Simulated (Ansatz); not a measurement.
SnS$_{2}$ (slab)

Input file:

```
crystal:
  lattice:
    - [3.6513143057, 0.0, 0.0]
    - [-1.8256571528, 3.1621309459, 0.0]
    - [0.0, 0.0, 30.0654175059]
  atoms:
    - { symbol: S, position: [0.3333333333, 0.6666666667, 0.2494560403] }
    - { symbol: Sn, position: [0.0, 0.0, 0.2984754775] }
    - { symbol: S, position: [0.6666666667, 0.3333333333, 0.3474949147] }
    - { symbol: S, position: [0.3333333333, 0.6666666667, 0.4509805628] }
    - { symbol: Sn, position: [0.0, 0.0, 0.5] }
    - { symbol: S, position: [0.6666666667, 0.3333333333, 0.5490194372] }
    - { symbol: S, position: [0.3333333333, 0.6666666667, 0.6525050853] }
    - { symbol: Sn, position: [0.0, 0.0, 0.7015245225] }
    - { symbol: S, position: [0.6666666667, 0.3333333333, 0.7505439597] }
basis:
  ecutwfc: 420
kpoints:
  mp_grid: { grid: [9, 9, 1] }
hamiltonian:
  xc: pbesol
scf:
  occupations: { method: gaussian, width: 0.05 }
output:
  forces: true
  stress: true
  eigenvalues: true
  write_density: true
  write_potential: true
  elf: true
  volumetric_format: npy
efield:
  axis: 3
  dipole_correction: true
  ramp_width: 0.04
```

Run with:

```sh
ansatz run input.yaml --threads 1 --pin off --max-ram 2560MiB --backend cpu --events-out ev --progress --plain --runs-dir out
```

Level of theory: DFT PBEsol, scalar-relativistic, plane waves, PAW in Ansatz 0.2.0.

Predict the valence pseudo-density and electron localisation function between the atoms.

Answer. Sn–S (2.57 Å): ρ at the midpoint is about 0.45 e/Å³; the ELF peaks at about 0.85 in the valence shell of S, 0.8 Å from its nucleus, and is about 0.55 at the midpoint.

Does the calculation give a band gap?

Answer. It is gapped, with a Kohn–Sham gap of 1.5 eV on the k-point mesh (the band edges may lie off the mesh, which would make the gap smaller).

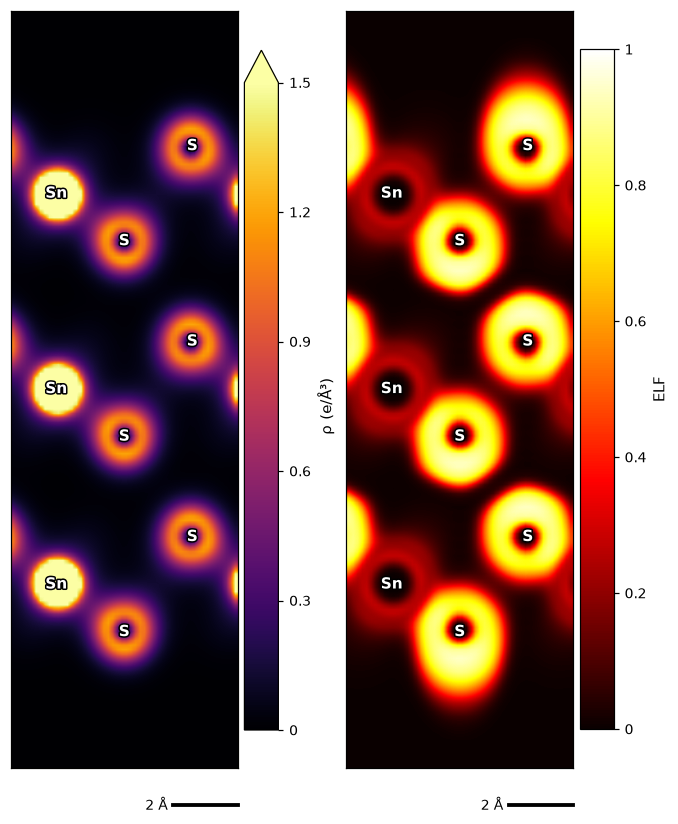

Computed valence pseudo-density and electron localisation function on the (110) plane of the calculation cell, a cut from vacuum to vacuum, in this order. 

The density is the valence pseudo-density of a PAW calculation; it isn't the true density close to the nuclei.
